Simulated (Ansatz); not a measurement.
**Band-structure calculation of Nb**

System: Nb (P6₃/mmc, 2 atoms in the cell).
Method: DFT, PBE, PAW with Ansatz's default frozen-core files, scalar-relativistic, no spin polarisation (Ansatz 0.2.0).

It belongs to a series of runs on one base structure; here: volume scaled by 1, PAW files. Figures and captions count atoms from 1; the log counts them from 0 in places.

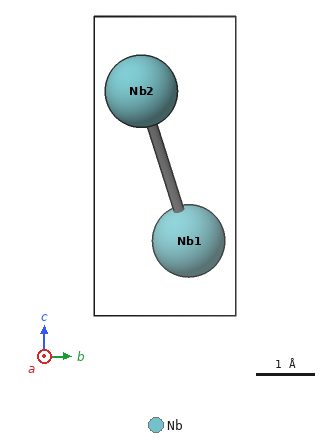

Figure 1. The structure (ball-and-stick view of the cell of the calculation, along the a axis; atoms are numbered from 1 in the order of the input). An atom can appear more than once, as a periodic image. Near neighbours in the periodic cell (some may lie outside the picture): Nb has 12 Nb at 2.87 to 3.10 Å.

Input:
```yaml
crystal:
  lattice:
    - [2.8683794126, 0.0, 0.0]
    - [-1.4341897063, 2.484089439, 0.0]
    - [0.0, 0.0, 5.2394386757]
  atoms:
    - { symbol: Nb, position: [0.3333333333, 0.6666666667, 0.25] }
    - { symbol: Nb, position: [0.6666666667, 0.3333333333, 0.75] }
kpoints:
  mp_grid: { grid: [16, 16, 9] }
  band_path:
    path:
      - [0.0, 0.0, 0.0]
      - [0.5, 0.0, 0.0]
      - [0.3333333333, 0.3333333333, 0.0]
      - [0.0, 0.0, 0.0]
      - [0.0, 0.0, 0.5]
      - [0.5, 0.0, 0.5]
      - [0.3333333333, 0.3333333333, 0.5]
      - [0.0, 0.0, 0.5]
      - [0.5, 0.0, 0.5]
    npoints: 8
scf:
  occupations: { method: fermi_dirac, width: 0.05 }
hamiltonian:
  xc: pbe
  pseudopotentials: { kind: paw }
output:
  forces: true
  stress: true
  eigenvalues: true
  populations: true
  dos: { projected: true, de: 0.2, e_range: [-14, 8] }
  write_density: true
  write_potential: true
  elf: true
  volumetric_format: npy
```

Hardware: 1 thread of Arm Neoverse V1, 24 GiB of memory available, shared host.

Run as:
```bash
ansatz run input.yaml --threads 1 --pin off --max-ram 2048MiB --backend cpu --events-out ev --progress --plain --runs-dir out
```

The program's output:
```
Engine: ansatz 0.2.0, aarch64-unknown-linux-gnu
Pseudopotentials: kind: paw
Pseudopotential: Nb, paw, valence charge 13, recommended cutoff 420 eV (normal), Nb.paw.azcp
Functional definition: PBE
  parameter kappa = 0.804
  parameter beta = 0.06672455060314922
  exchange = pbe_x(kappa = kappa, mu = beta*pi^2/3)
  correlation = pbe_c(beta = beta)
Crystal: 2 atoms, lattice volume = 37.333 Å³
Basis set: ecut = 420 eV, 725 PW (Γ), exchange–correlation on 40×40×72 points (8 copies of the dense FFT grid, shifted against one another)
Bands: 17, of which v1, the nominal top of the filled ones, is band 13 counted from 1 (12 counted from 0)
Symmetry: 24 space group operations
Space group: P63/mmc (ITA 194), of the structure as read, at distance tolerance 3.3e-5 Å
k-points: 150 of 2304
Non-local potential: Nb, projectors of the file, l = 0: 3, l = 1: 2, l = 2: 2, l = 3: 1
PAW form: soft (Blöchl's): semilocal exchange-correlation on the pseudo side does not see the compensation charge
PAW one-centre angular grid: Nb, 590 points (default); XC on 64 Gauss nodes
Initial density: superposition of atomic densities (neutral atoms: chi_scale 0, normalization atom), corrected by the library's trained network
Initial wavefunctions: pseudopotential atomic-orbital guess
Functional: x = pbe(κ = 0.804, μ = 0.2195149727645171), c = pbe(β = 0.06672455060314922)
SCF iter   1: F=—  HF=-9103.991593 eV  |F-HF|=—  |Δ(HF+E_count)|=         —  Δρ=3.49e-3  dr2=4.75e-3  ethr=1.77e-3  ⟨swp⟩=5.4  Hψ=11400  notcnv=0
preconditioner: auto → Kerker (q_TF=auto, 2.569 Å⁻¹)  [metal: Δε(μ)=0.008 eV  Ē_g=3.861 eV  σ=0.050 eV  W_gap=0.04  n_scr=10 (ndim 8)  ℏωp=19.2 eV  f_vac=0.000  D(μ)=2.87/eV (n_scr^D=36)]
SCF iter   2: F=—  HF=-9103.990956 eV  |F-HF|=—  |Δ(HF+E_count)|=   6.37e-4  Δρ=2.24e-3  dr2=2.06e-3  ethr=1.83e-5  ⟨swp⟩=1.5  Hψ=4061  notcnv=0
SCF iter   3: F=—  HF=-9103.990488 eV  |F-HF|=—  |Δ(HF+E_count)|=   4.68e-4  Δρ=3.60e-4  dr2=2.95e-5  ethr=7.91e-6  ⟨swp⟩=2.0  Hψ=3297  notcnv=0
SCF iter   4: F=—  HF=-9103.990501 eV  |F-HF|=—  |Δ(HF+E_count)|=   1.34e-5  Δρ=8.30e-5  dr2=2.21e-6  ethr=1.14e-7  ⟨swp⟩=2.0  Hψ=4201  notcnv=0
SCF iter   5: F=—  HF=-9103.990501 eV  |F-HF|=—  |Δ(HF+E_count)|=   6.77e-8  Δρ=3.23e-5  dr2=2.76e-7  ethr=8.49e-9  ⟨swp⟩=1.0  Hψ=2548  notcnv=0
SCF iter   6: F=-9103.990501 eV  HF=-9103.990501 eV  |F-HF|=7.53e-9  |Δ(HF+E_count)|=   6.60e-8  Δρ=6.99e-6  dr2=1.18e-8  ethr=3.85e-10  ⟨swp⟩=7.1  Hψ=14054  notcnv=0
SCF 1 converged in 6 iterations: F = -9103.990501 eV  dr2 = 1.18e-8
  greatest PAW one-centre occupation: 0.998 electrons in one spin orbital (limit 2), on the Nb atom at site 1 (counted from 0), in its partial waves of l = 0
```

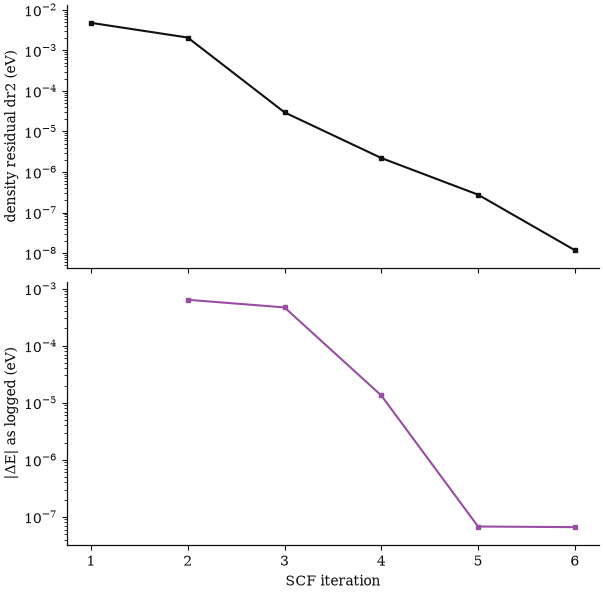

Figure 2. Convergence of the self-consistent field: density residual dr2 and size of the energy change against the SCF iteration. The residual falls at every step.

```
NSCF: frozen V_eff on 65 k-points
SCF converged after 6 iterations
Free energy (F): -9103.990501 eV
Harris-Foulkes:  -9103.990501 eV  (|F-HF|=7.53e-9)
Internal energy: -9103.966992 eV  (E = F + TS)
E sigma→0 (E₀):  -9103.978746 eV
Entropy (-TS):   -0.023509 eV (-11.755 meV/atom)
Fermi energy:    17.415970 eV
--- Per-component energies (eV) ---
  E_band       = -153.073602
  E_kinetic    = 789.081618
  E_local      = -1440.733972  (includes V_loc(G=0)·N_el)
  E_nonlocal   = 239.967190
  E_hartree    = 449.739954
  E_xc         = -350.798425
  E_vxc        = -425.510204  (∫ρ·V_xc dr)
  E_paw        = -6146.827663  (= ΣΔE_a)
  E_vpaw       = -215.354657  (= ΣTr[D̂ρ^β])
  E_aug_tail   = 0.000014  (compensation charges beyond the density's cutoff)
  E_ewald      = -2644.395708
  E_smearing   = -0.023509  (= −TS)
  E_closure    = 0.000000  (closes the sum)
  Σ components = -9103.990501   (vs F -9103.990501, Δ=0.00e0)
--- Forces (eV/Å), atoms counted from 1 ---
  atom   1  Nb     0.00000000    -0.00000000     0.00000000
  atom   2  Nb     0.00000000     0.00000000     0.00000000
  max |Σ_I F_I| component: 1.16e-17 eV/Å
--- Stress (GPa, compression-positive) ---
       -0.006901       0.000000       0.000000
        0.000000      -0.006901       0.000000
        0.000000       0.000000       0.030257
  P = ⅓ Tr σ = 0.0055 GPa (0.055 kbar)
--- Band table (eV; the first three rows and the last of 150) ---
  k-point 0: bands = ["-37.3075", "-37.1834", "-13.8008", "-12.8793", "-12.6557", "-12.6557", "-12.5732", "-12.5732", "11.2333", "13.5337", "16.4380", "17.7323", "17.7323", "17.8499", "18.1711", "18.1711", "19.9744"]
  k-point 1: bands = ["-37.3038", "-37.1872", "-13.7745", "-12.9087", "-12.6532", "-12.6532", "-12.5757", "-12.5757", "11.3320", "13.5260", "16.4004", "17.6432", "17.7237", "17.7237", "18.1389", "18.1389", "20.0532"]
  k-point 2: bands = ["-37.2931", "-37.1981", "-13.6982", "-12.9928", "-12.6461", "-12.6461", "-12.5829", "-12.5829", "11.6163", "13.4815", "16.3030", "17.1461", "17.7101", "17.7101", "18.0536", "18.0536", "20.2687"]
  k-point 149: bands = ["-37.0187", "-37.0170", "-13.6558", "-13.6504", "-13.4811", "-13.4521", "-13.0159", "-13.0053", "15.1151", "15.1930", "15.7549", "15.8689", "16.9442", "17.0258", "18.4721", "18.7365", "21.5601"]
--- Löwdin populations: 2 sites ---
  site symbol       q [e]
     0     Nb     12.9494
     1     Nb     12.9494
  spilling = 0.003890 (of n_electrons = 26.000000)
```

File populations.tsv:
```
# site	symbol	l	j	q
# orbitals = lowdin
# n_electrons = 26.000000
# spilling = 0.003890
0	Nb	0_4S	-	1.910527
0	Nb	0_5S	-	0.733745
0	Nb	1_4P	-	5.974120
0	Nb	2_4D	-	4.331031
1	Nb	0_4S	-	1.910527
1	Nb	0_5S	-	0.733745
1	Nb	1_4P	-	5.974120
1	Nb	2_4D	-	4.331031
```

File v_z.tsv:
```
# z_ang	v_es[eV]	v_tot[eV]
# format = ansatz-planar-average/11
# xc	pbe
# density_cutoff_ev	1680
# datasets	Nb=:simpson_from_first_knot:soft
# lattice	2.868379413	0.000000000	0.000000000
# lattice	-1.434189706	2.484089439	0.000000000
# lattice	0.000000000	0.000000000	5.239438676
# sites	2
# site	41	0.000000000	1.656059626	1.309859669
# site	41	1.434189706	0.828029813	3.929579007
0.000000	1.759911e1	7.902849e0
0.145540	1.720222e1	7.489540e0
0.291080	1.592462e1	6.005106e0
0.436620	1.350534e1	3.008708e0
0.582160	9.871052e0	-1.558079e0
0.727700	5.420893e0	-7.152135e0
0.873240	8.820551e-1	-1.282594e1
1.018780	-2.982851e0	-1.760901e1
1.164320	-5.566659e0	-2.076259e1
1.309860	-6.474351e0	-2.185874e1
1.455400	-5.566659e0	-2.076259e1
1.600940	-2.982851e0	-1.760901e1
1.746480	8.820551e-1	-1.282594e1
1.892020	5.420893e0	-7.152135e0
2.037559	9.871052e0	-1.558079e0
2.183099	1.350534e1	3.008708e0
2.328639	1.592462e1	6.005106e0
2.474179	1.720222e1	7.489540e0
2.619719	1.759911e1	7.902849e0
2.765259	1.720222e1	7.489540e0
2.910799	1.592462e1	6.005106e0
3.056339	1.350534e1	3.008708e0
3.201879	9.871052e0	-1.558079e0
3.347419	5.420893e0	-7.152135e0
3.492959	8.820551e-1	-1.282594e1
3.638499	-2.982851e0	-1.760901e1
3.784039	-5.566659e0	-2.076259e1
3.929579	-6.474351e0	-2.185874e1
4.075119	-5.566659e0	-2.076259e1
4.220659	-2.982851e0	-1.760901e1
4.366199	8.820551e-1	-1.282594e1
4.511739	5.420893e0	-7.152135e0
4.657279	9.871052e0	-1.558079e0
4.802819	1.350534e1	3.008708e0
4.948359	1.592462e1	6.005106e0
5.093899	1.720222e1	7.489540e0
```

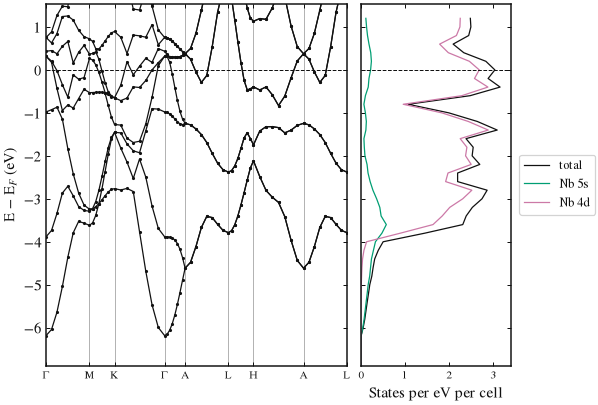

Figure 3. Band structure along Γ–M–K–Γ–A–L–H–A–L and density of states (projected on Löwdin-orthogonalised atomic shells), with energies from the Fermi level. Bands cross the Fermi level: a metal at this level of theory.

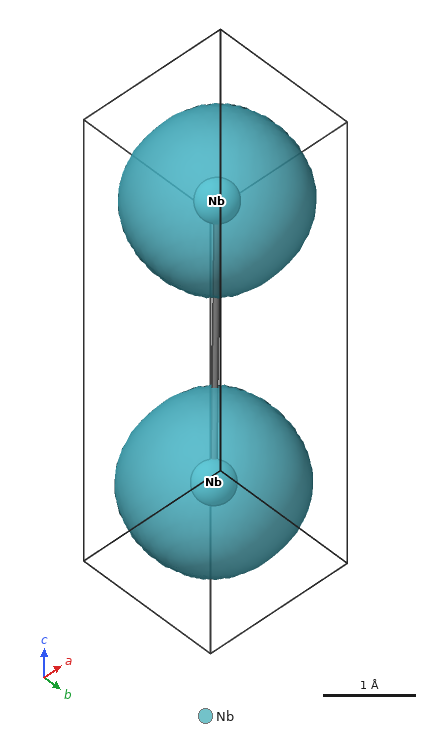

Figure 4. Isosurface of the valence pseudo-density at 0.5 e/Å³ (cyan), seen at an oblique angle. Sticks mark near contacts. The outline is the cell set on symmetry axes. At this value the density breaks into separate islands; it holds about 70 % of the electrons treated as valence (semicore included). It is pinched off along the Nb–Nb (2.87 Å) and Nb–Nb (3.10 Å) contacts. On the grid the lowest density along these lines, outside the cores, is 0.29 e/Å³ (Nb–Nb, 2.87 Å) and 0.22 e/Å³ (Nb–Nb, 3.10 Å). Core electrons are frozen (PAW), so the fields are smoothed inside the atomic spheres.

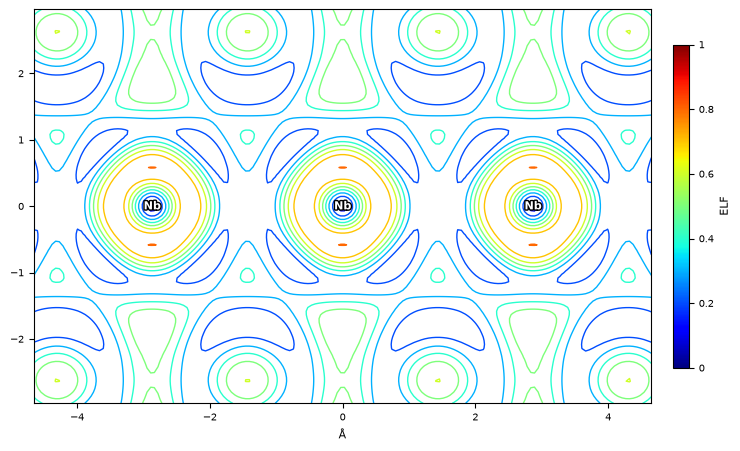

Figure 5. Electron localisation function on the (010) plane of the conventional cell. Nb–Nb (2.87 Å): the ELF is about 0.25 at the midpoint (no shared electron pair).5. The strong features right at Nb lie inside the PAW spheres (semicore, d or f shells) and say nothing about bonding.

Results in brief:

| quantity | value |
| --- | --- |
| outcome | converged |
| space group (tolerance 0.01 Å) | P6₃/mmc (194) |
| electrons treated | 26 |
| free energy | −9103.9905 eV |
| Fermi energy | 17.416 eV |
| pressure | 0.01 GPa |
| electronic character | metal |
| largest force (length of the vector) | under 0.001 eV/Å |
| wall time | 7.7 s |
| peak memory | 0.34 GiB |
